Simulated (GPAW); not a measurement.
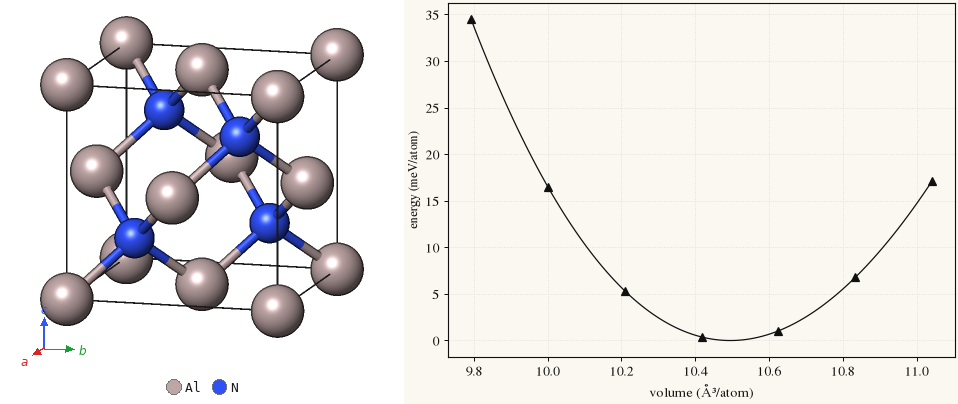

The figure shows the energy against volume for AlN, space group F-43m (No. 216). The conventional cell is drawn beside the plot.

Starting cell:
```cif
data_structure
_symmetry_space_group_name_H-M 'P 1'
_symmetry_Int_Tables_number 1
_cell_length_a 3.0886
_cell_length_b 3.0886
_cell_length_c 3.0886
_cell_angle_alpha 60.000
_cell_angle_beta 60.000
_cell_angle_gamma 60.000
_cell_volume 20.83
loop_
_atom_site_label
_atom_site_type_symbol
_atom_site_fract_x
_atom_site_fract_y
_atom_site_fract_z
_atom_site_occupancy
Al1 Al 0.00000 0.00000 0.00000 1
N1 N 0.25000 0.25000 0.25000 1
```

Calculation (GPAW 26.7.0): PAW DFT in plane waves, on a grid or in atomic orbitals, no spin polarisation; energies at scaled volumes of the given cell, shape and fractions fixed, counted from the fit's minimum, third-order Birch-Murnaghan fit. Level: r2SCAN.

- k mesh: 10×10×10
- occupations: Fermi–Dirac
- smearing width: 0.05 eV
- potentials: GPAW PAW data sets (gpaw data 1.2.1)
- wave cutoff: 800 eV
- program settings: basis pw

This calculation gives: equilibrium volume 10.49 Å³/atom and bulk modulus 209 GPa.

Now Al is replaced by Ga on all its sites, which gives GaN in the same structure. How do these quantities change?

The equilibrium volume rises from 10.49 to 11.70 Å³/atom (+12 %) and the bulk modulus hardly changes (209 and 213 GPa).

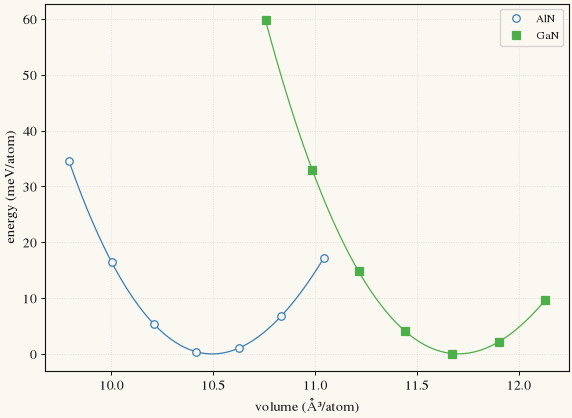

The two results together.

V0 and the bulk modulus come from third-order Birch–Murnaghan fits.
